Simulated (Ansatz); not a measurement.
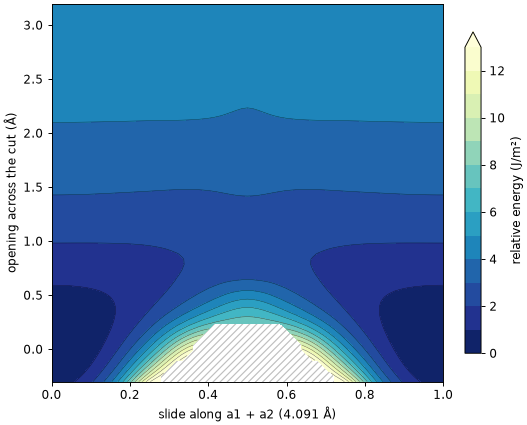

AlNi (Pm-3m, No. 221; 6 atoms in the cell). Rigid slide and opening across a plane, one cut a cell; the plane is (1 0 0) of the conventional cell, and the faces at the cut hold Ni and Al. The first coordinate is: slide along a1 + a2 (4.091 Å); the second: opening across the cut. Nothing is relaxed (rigid halves). Grid: 12 × 7 points; 44 points were computed and 32 follow by symmetry. At 8 points there is no value (left out of the scan, as a rule where atoms come close). Points are written as (first, second). All energies are given in J/m² relative to the lowest grid point. The runs have no spin polarisation; a magnetic state may lie lower. Method: Ansatz 0.2.0, DFT PBE, scalar-relativistic, plane waves, PAW. Settings: cutoff 520 eV, k-mesh 15×15×5 in the order of the run's cell vectors, gaussian smearing 0.15 eV, no spin polarisation.

In the figure: filled contours, one colour for all values above the top of the scale, hatched blanks where no value was computed. Between grid points the surface is interpolated.

The lowest grid point is at (0.000, 0.0 Å). The highest grid point, (0.250, −0.3 Å), lies 12.83 J/m² above the lowest.

The level of theory is changed to DFT PBEsol, scalar-relativistic, plane waves, PAW in Ansatz; with it change the cell, relaxed at the new level (first cell vector 2.862 Å, before 2.893 Å).

**What will the new map look like?**

The lowest place stays at (0.000, 0.0 Å). The span from the lowest to the highest grid point grows from 12.83 to 13.74 J/m². The curvature at the minimum changes by less than a tenth (about 53) eV per unit squared along slide along a1 + a2 (4.091 Å) and by less than a tenth (about 5.6) eV/Å² along opening across the cut (per cell).

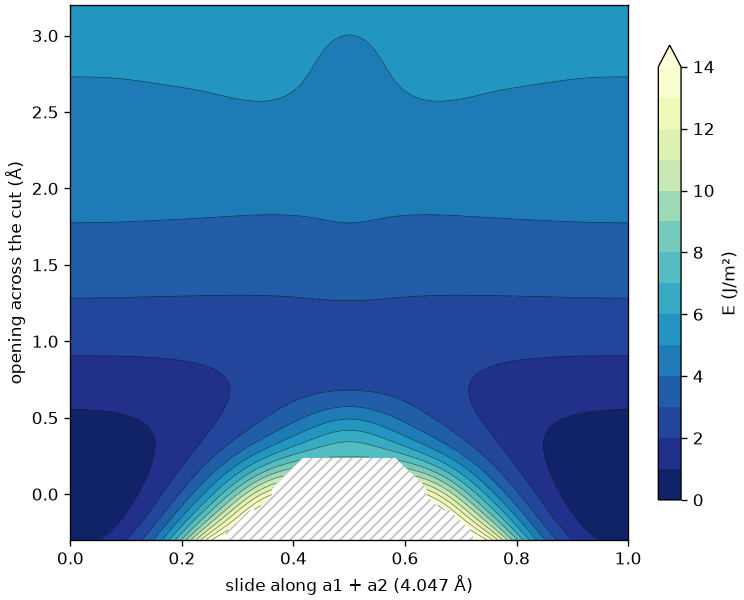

The map after the change, on a colour scale of its own. Drawn: filled contours, one colour for all values above the top of the scale, hatched blanks where no value was computed. Between grid points the surface is interpolated.

PAW datasets: the set soft_1.
